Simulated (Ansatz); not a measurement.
## Electronic structure of Ca$_{17}$F$_{31}$ (cell charge −1, with a compensating background) (cell with a defect) in real space

```cif
data_structure
_symmetry_space_group_name_H-M 'P 1'
_symmetry_Int_Tables_number 1
_cell_length_a 9.5467
_cell_length_b 9.5467
_cell_length_c 9.5467
_cell_angle_alpha 109.471
_cell_angle_beta 109.471
_cell_angle_gamma 109.471
_cell_volume 669.78
loop_
_atom_site_label
_atom_site_type_symbol
_atom_site_fract_x
_atom_site_fract_y
_atom_site_fract_z
_atom_site_occupancy
Ca1 Ca 0.24046 0.74207 0.99207 1
Ca2 Ca 0.25161 0.00954 0.75161 1
Ca3 Ca 0.29382 0.25000 0.50000 1
Ca4 Ca 0.00000 0.75793 0.24839 1
Ca5 Ca 0.25161 0.50161 0.25954 1
Ca6 Ca 0.00000 0.99839 0.00793 1
Ca7 Ca 0.00000 0.25000 0.79382 1
Ca8 Ca 0.74839 0.75793 0.50000 1
Ca9 Ca 0.00000 0.54382 0.50000 1
Ca10 Ca 0.70618 0.95618 0.20618 1
Ca11 Ca 0.74839 0.25000 0.00793 1
Ca12 Ca 0.49207 0.74207 0.74046 1
Ca13 Ca 0.75954 0.50161 0.75161 1
Ca14 Ca 0.50793 0.99839 0.50000 1
Ca15 Ca 0.50793 0.25000 0.24839 1
Ca16 Ca 0.49207 0.49046 0.99207 1
Ca17 Ca 0.00000 0.25000 0.50000 1
F1 F 0.00000 0.51757 0.25369 1
F2 F 0.00000 0.75000 0.00000 1
F3 F 0.75369 0.25000 0.76757 1
F4 F 0.00000 0.00369 0.76757 1
F5 F 0.75369 0.51757 0.50000 1
F6 F 0.73243 0.73612 0.23243 1
F7 F 0.50000 0.25000 0.00000 1
F8 F 0.73243 0.98243 0.98612 1
F9 F 0.51388 0.49631 0.74631 1
F10 F 0.50000 0.75000 0.50000 1
F11 F 0.26757 0.25000 0.25369 1
F12 F 0.48612 0.98243 0.23243 1
F13 F 0.24631 0.49631 0.01388 1
F14 F 0.24631 0.76388 0.74631 1
F15 F 0.26757 0.00369 0.50000 1
F16 F 0.47101 0.72101 0.97101 1
F17 F 0.50000 0.00000 0.75000 1
F18 F 0.52899 0.25000 0.50000 1
F19 F 0.25000 0.75000 0.25000 1
F20 F 0.50000 0.50000 0.25000 1
F21 F 0.25000 0.00000 0.00000 1
F22 F 0.25534 0.25000 0.75534 1
F23 F 0.00000 0.77899 0.50000 1
F24 F 0.25534 0.50534 0.50000 1
F25 F 0.00000 0.99466 0.24466 1
F26 F 0.00000 0.25000 0.02899 1
F27 F 0.75000 0.75000 0.75000 1
F28 F 0.00000 0.50534 0.75534 1
F29 F 0.74466 0.99466 0.50000 1
F30 F 0.74466 0.25000 0.24466 1
F31 F 0.75000 0.50000 0.00000 1
```

The calculation used DFT PBE, scalar-relativistic, plane waves, PAW in Ansatz 0.2.0.

Core electrons are frozen (PAW), and the valence fields are smoothed inside the atomic spheres.

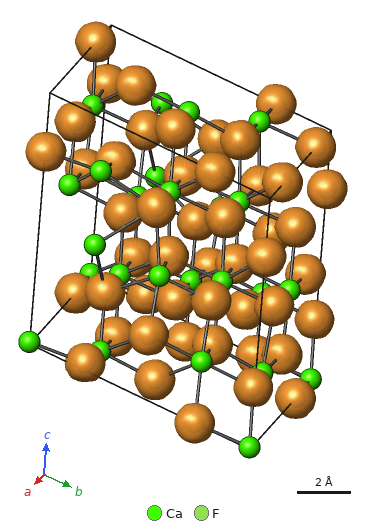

Figure 1. Isosurface of the electron localisation function at 0.75 (orange), seen slightly off an axis. Only the valence region is drawn (cores and ρ < 0.01 e/Å³ removed). Sticks mark near contacts.

**Where are the electrons localised?**

The ELF exceeds this value in 31 regions wrapped around F (the valence shell of each), counted in one cell of 48 atoms. Any copies at cell faces, edges or corners count once.


Ca–F (2.25 Å): the ELF peaks at about 0.85 in the valence shell of F, 0.6 Å from its nucleus, and drops to about 0.05 between the two atoms (no shared electron pair shows on this line). Ca–F (2.31 Å): the ELF is about 0.05 at the midpoint (no localised pair shows between them).

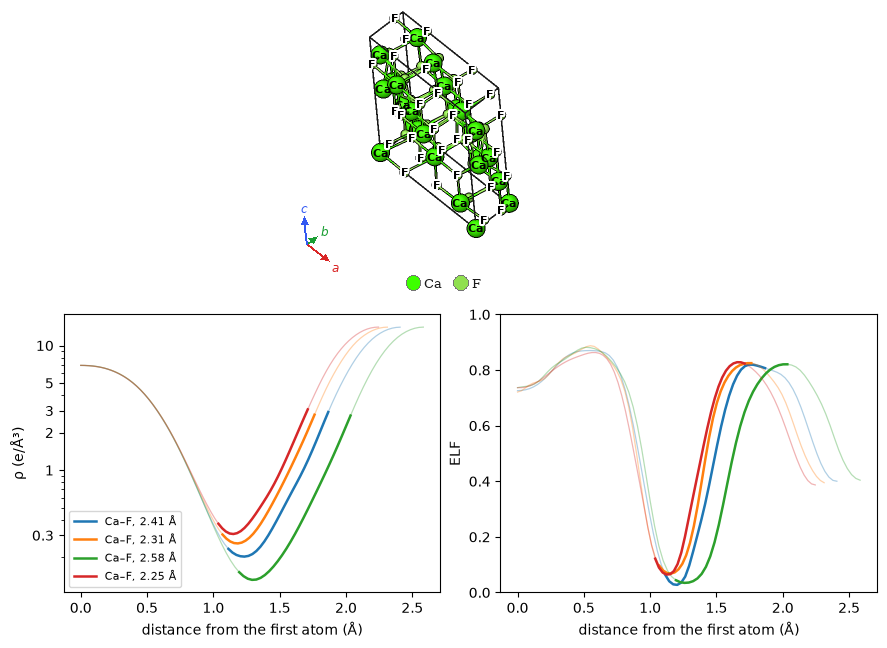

Figure 2. Valence electron density and ELF along straight lines between neighbouring atoms. Thin, pale parts lie inside the atomic spheres. The structure is drawn too.

**What can be read from the curves?**

Ca–F (2.41 Å): ρ at the midpoint is about 0.2 e/Å³; the ELF peaks at about 0.80 in the valence shell of F, 0.7 Å from its nucleus, and drops to about 0 between the two atoms: no shared electron pair shows on this line.
Ca–F (2.31 Å): ρ at the midpoint is about 0.26 e/Å³; the ELF is about 0.05 at the midpoint: no localised pair shows between them.
Ca–F (2.58 Å): ρ is about 0.13 e/Å³ halfway; the ELF is about 0.05 at the midpoint (no shared electron pair shows on this line).
Ca–F (2.25 Å): the density is about 0.31 e/Å³ at the midpoint; the ELF peaks at about 0.85 in the valence shell of F, 0.6 Å from its nucleus, and drops to about 0.05 between the two atoms: no localised pair shows between them.

**Metal or insulator at this level of theory?**

It is metallic or semimetallic at this level of theory: no gap opens.
